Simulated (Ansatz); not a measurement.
MgSi32 (cell charge +2, with a compensating background) (cell with a defect)

The calculation's input:

```
crystal:
  lattice:
    - [1.0e-10, -6.6706137337, 6.3650227274]
    - [-1.0e-10, 6.6706137337, 6.3650227274]
    - [-7.7025612697, -1.0e-10, -6.3650227274]
  atoms:
    - { symbol: Si, position: [0.4897988035, 0.3231321368, 0.75] }
    - { symbol: Si, position: [0.7397988035, 0.5731321368, 0.25] }
    - { symbol: Si, position: [0.1147988035, 0.4481321368, 0.5] }
    - { symbol: Si, position: [0.6147988035, 0.9481321368, 0.5] }
    - { symbol: Si, position: [0.9897988035, 0.8231321368, 0.75] }
    - { symbol: Si, position: [0.8647988035, 0.1981321368, 0.0] }
    - { symbol: Si, position: [0.3647988035, 0.6981321368, 0.0] }
    - { symbol: Si, position: [0.2397988035, 0.0731321368, 0.25] }
    - { symbol: Si, position: [0.6981321368, 0.3647988035, 0.5] }
    - { symbol: Si, position: [0.9481321368, 0.6147988035, 0.0] }
    - { symbol: Si, position: [0.3231321368, 0.4897988035, 0.25] }
    - { symbol: Si, position: [0.8231321368, 0.9897988035, 0.25] }
    - { symbol: Si, position: [0.1981321368, 0.8647988035, 0.5] }
    - { symbol: Si, position: [0.0731321368, 0.2397988035, 0.75] }
    - { symbol: Si, position: [0.5731321368, 0.7397988035, 0.75] }
    - { symbol: Si, position: [0.4481321368, 0.1147988035, 0.0] }
    - { symbol: Si, position: [0.6768678632, 0.5102011965, 0.75] }
    - { symbol: Si, position: [0.9268678632, 0.7602011965, 0.25] }
    - { symbol: Si, position: [0.3018678632, 0.6352011965, 0.5] }
    - { symbol: Si, position: [0.8018678632, 0.1352011965, 0.5] }
    - { symbol: Si, position: [0.1768678632, 0.0102011965, 0.75] }
    - { symbol: Si, position: [0.0518678632, 0.3852011965, 0.0] }
    - { symbol: Si, position: [0.5518678632, 0.8852011965, 0.0] }
    - { symbol: Si, position: [0.4268678632, 0.2602011965, 0.25] }
    - { symbol: Si, position: [0.8852011965, 0.5518678632, 0.5] }
    - { symbol: Si, position: [0.1352011965, 0.8018678632, 0.0] }
    - { symbol: Si, position: [0.5102011965, 0.6768678632, 0.25] }
    - { symbol: Si, position: [0.0102011965, 0.1768678632, 0.25] }
    - { symbol: Si, position: [0.3852011965, 0.0518678632, 0.5] }
    - { symbol: Si, position: [0.2602011965, 0.4268678632, 0.75] }
    - { symbol: Si, position: [0.7602011965, 0.9268678632, 0.75] }
    - { symbol: Si, position: [0.6352011965, 0.3018678632, 0.0] }
    - { symbol: Mg, position: [0.0053302795, -0.0044722335, 0.0004786588] }
total_charge: 2
basis:
  ecutwfc: 420
  xc_grid: 2
kpoints:
  mp_grid: { grid: [2, 2, 2], shift: [0.5, 0.5, 0.5] }
hamiltonian:
  xc: pbe
scf:
  occupations: { method: gaussian, width: 0.02 }
output:
  forces: true
  stress: false
  eigenvalues: true
  write_density: true
  write_potential: true
  elf: true
  volumetric_format: npy
relax:
  adjacent_minimum: "off"
  f_tol: 0.02
  max_steps: 60
```

Command:

```sh
ansatz run input.yaml --threads 4 --pin off --max-ram 10240MiB --backend cpu --events-out ev --progress --plain --runs-dir out
```

The fields are those of the run's last geometry, not of the input's.

The calculation used Ansatz, DFT PBE, scalar-relativistic, plane waves, PAW.

Core electrons are frozen (PAW), and the valence fields are smoothed inside the atomic spheres.

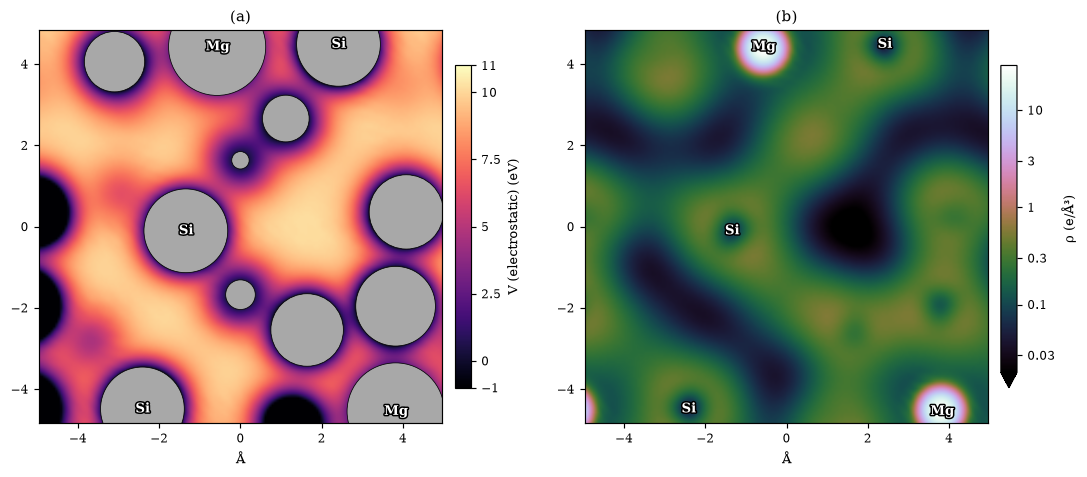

Figure 1. (a) electrostatic potential (local pseudopotential plus Hartree) felt by an electron; (b) valence pseudo-density on the (010) plane of the calculation cell. Grey discs cover the atomic cores in the potential map.

> Read the bonding off the picture.

The plane passes through Si and Mg nuclei.
Atoms just off the plane (Si, 0.3 Å away) can leave unmarked features too.
Mg–Si (2.99 Å): ρ is about 0.17 e/Å³ halfway, with its minimum of 0.12 e/Å³ about 1.1 Å from Mg.
Between the atoms the lowest density in this plane is 0.01 e/Å³.
Outside the cores the potential energy rises away from the atoms and is highest about 2.4 Å from the nearest atoms; its zero is arbitrary.

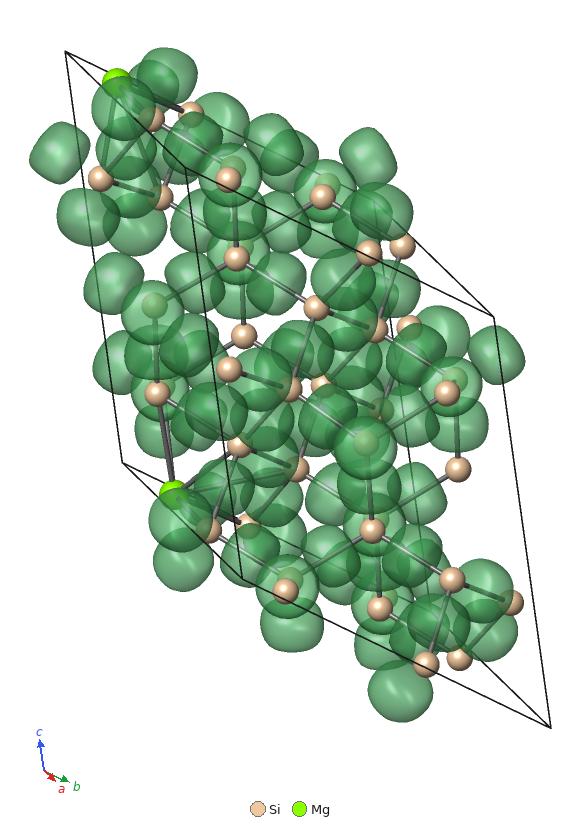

Figure 2. Isosurface of the electron localisation function at 0.75 (green), seen slightly off an axis. Core shells and regions of very low density are left out. Sticks mark near contacts.

> Identify the bonds, lone pairs and shells in this picture.

At this value the surface marks out 64 regions between bonded Si–Si atoms (shared pairs), counted in one cell of 33 atoms. Any copies at cell faces, edges or corners count once.


Si–Si (2.34 Å): the ELF peaks at about 0.95 between the atoms. Mg–Si (2.62 Å): the ELF peaks at about 0.60 in the valence shell of Si, 1.0 Å from its nucleus, and is about 0.50 at the midpoint.

> Does the calculation make it a metal, or give it a gap?

It is gapped, with a Kohn–Sham gap of 0.60 eV on the k-point mesh (the band edges may lie off the mesh, which would make the gap smaller).
